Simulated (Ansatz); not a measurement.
Input

```
crystal:
  lattice:
    - [1.4625404213, -1.7280957791, 0.0]
    - [1.4625404213, 1.7280957791, 0.0]
    - [0.0, 0.0, 5.4670400292]
  atoms:
    - { symbol: B, position: [0.2055292469, 0.7944707531, 0.0957233041] }
    - { symbol: B, position: [0.7944707531, 0.2055292469, 0.5957233041] }
    - { symbol: B, position: [0.2055292469, 0.7944707531, 0.4042766959] }
    - { symbol: B, position: [0.7944707531, 0.2055292469, 0.9042766959] }
basis:
  ecutwfc: 420
kpoints:
  mp_grid: { grid: [20, 20, 8] }
  band_path:
    path:
      - [[0.0, 0.0, 0.0], [-0.5, 0.5, 0.0], [-0.42906889, 0.57093111, 0.0]]
      - [[0.42906889, 0.42906889, 0.0], [0.0, 0.0, 0.0], [0.0, 0.0, 0.5], [0.42906889, 0.42906889, 0.5]]
      - [[-0.42906889, 0.57093111, 0.5], [-0.5, 0.5, 0.5], [-0.5, 0.5, 0.0]]
      - [[0.0, 0.0, 0.0], [0.0, 0.5, 0.0], [0.0, 0.5, 0.5], [0.0, 0.0, 0.5], [-0.5, 0.5, 0.5]]
    npoints: 14
hamiltonian:
  xc: pbe
scf:
  occupations: { method: gaussian, width: 0.1 }
  n_extra_bands: 10
output:
  forces: true
  stress: true
  eigenvalues: true
  populations: true
  dos: { projected: true, de: 0.02, nscf_kmesh: { grid: [24, 24, 10] } }
  bader: true
  write_density: true
  write_potential: true
  elf: true
  volumetric_format: npy
```

Command:

```sh
ansatz run input.yaml --threads 1 --pin off --max-ram 2560MiB --backend cpu --events-out ev --progress --plain --runs-dir out
```

Below, planes, directions and counts refer to the conventional cell (a = 2.93 Å, b = 3.46 Å, c = 5.47 Å, α = 90.00°, β = 90.00°, γ = 90.00°).

Space group Cmcm; a structure generated by program, which may or may not match a known phase.

All numbers below come from DFT PBE, scalar-relativistic, plane waves, PAW (Ansatz).

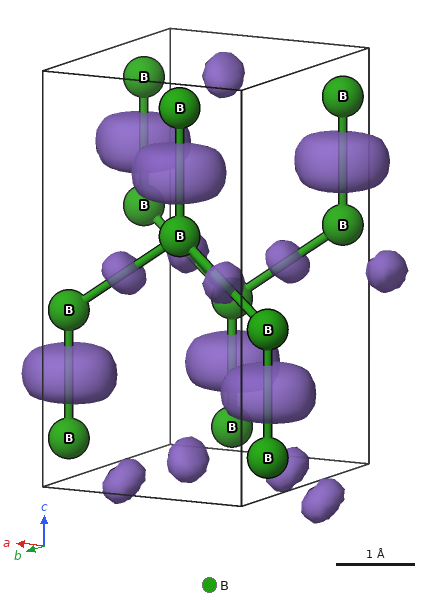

B. Isosurface of the electron localisation function at 0.8 (purple), seen at an oblique angle. Core shells and regions of very low density are left out. Sticks mark near contacts.

Describe the localisation domains.

The ELF exceeds this value in twelve regions between bonded B–B atoms, counted in one cell of 8 atoms. Regions shared between cells count once. Profiles from the grid: B–B (1.69 Å): the ELF peaks at about 1 between the atoms. B–B (1.76 Å): the ELF peaks at about 0.80 between the atoms.

Does the calculation give a band gap?

It is metallic or semimetallic at this level of theory: no gap opens.
